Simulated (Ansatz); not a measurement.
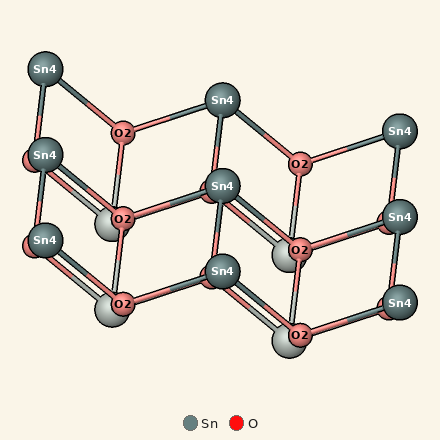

The system is H on a two-dimensional sheet of SnO (4 atoms of substrate and one adsorbate in a 1 × 1 cell); the picture shows it without the atoms that are moved over the map. H is moved over the surface cell; relaxed at each place: the height of the adsorbate's atoms; substrate rigid; the origin of the map has the adsorbate above Sn4. Places are given modulo a cell vector. The map is drawn in real space over the plane of the surface. The scan uses an 8 × 8 grid; 15 points were computed and 49 follow by symmetry. All energies are given in eV relative to the lowest grid point. Energies and slopes of some neighbouring points disagree (a jump in structure or state, or too coarse a mesh). The magnetic moment jumps between some neighbouring points. With one adsorbate in each 1 × 1 cell, its nearest image is 3.8 Å away, so neighbouring adsorbates interact. These are results of DFT PBE+D3(BJ), scalar-relativistic, plane waves, PAW in Ansatz, not measurements. Settings: cutoff 420 eV, k-mesh 7×7×1, gaussian smearing 0.05 eV, spin-polarised.

Range: position of H5 along the first surface vector from 0.000 to 0.875; position of H5 along the second surface vector from 0.000 to 0.875.

### What will the energy surface look like?

The lowest grid point is at a bridge site between two Sn atoms, over a second-layer O atom, (0/8, 4/8) of the cell vectors. The same energy is found at a bridge site between two Sn atoms, over a second-layer O atom, (4/8, 0/8) of the cell vectors. The highest grid point, the top site over a surface Sn atom, (0/8, 0/8) of the cell vectors, lies 0.760 eV above the lowest. At the lowest point the adsorbate has 2 Sn at 2.23 Å as nearest neighbours, at the highest 1 Sn at 2.01 Å. Its relaxed height above the top atom is 1.16 Å at the lowest and 2.01 Å at the highest point.

```csv
"second ↓, first →",0/8,1/8,2/8,3/8,4/8,5/8,6/8,7/8
7/8,0.640,0.538,0.352,0.103,0.071,0.103,0.352,0.538
6/8,0.363,0.352,0.271,0.240,0.268,0.240,0.271,0.352
5/8,0.065,0.103,0.240,0.398,0.497,0.398,0.240,0.103
4/8,0.000,0.071,0.268,0.497,0.585,0.497,0.268,0.071
3/8,0.065,0.103,0.240,0.398,0.497,0.398,0.240,0.103
2/8,0.363,0.352,0.271,0.240,0.268,0.240,0.271,0.352
1/8,0.640,0.538,0.352,0.103,0.071,0.103,0.352,0.538
0/8,0.760,0.640,0.363,0.065,0.000,0.065,0.363,0.640
```

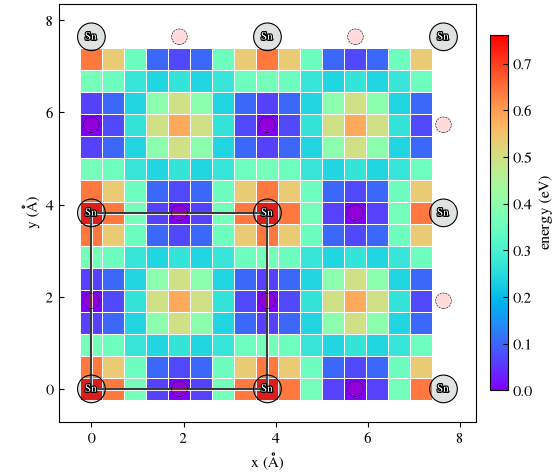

In the figure: one coloured cell a grid point, labelled circles for the atoms of the top layer and small ones for the second layer, the outline of one cell of the 2 × 2 shown.

Each point was launched as `ansatz run input.yaml --threads 1 --pin off --max-ram 3072MiB --backend cpu --events-out ev --progress --plain --runs-dir out`. The whole map (15 points run) took 21 min on 1 thread of AMD EPYC 9R45 96-Core Processor (Zen 5) (shared host).

PAW datasets: the set soft_1.
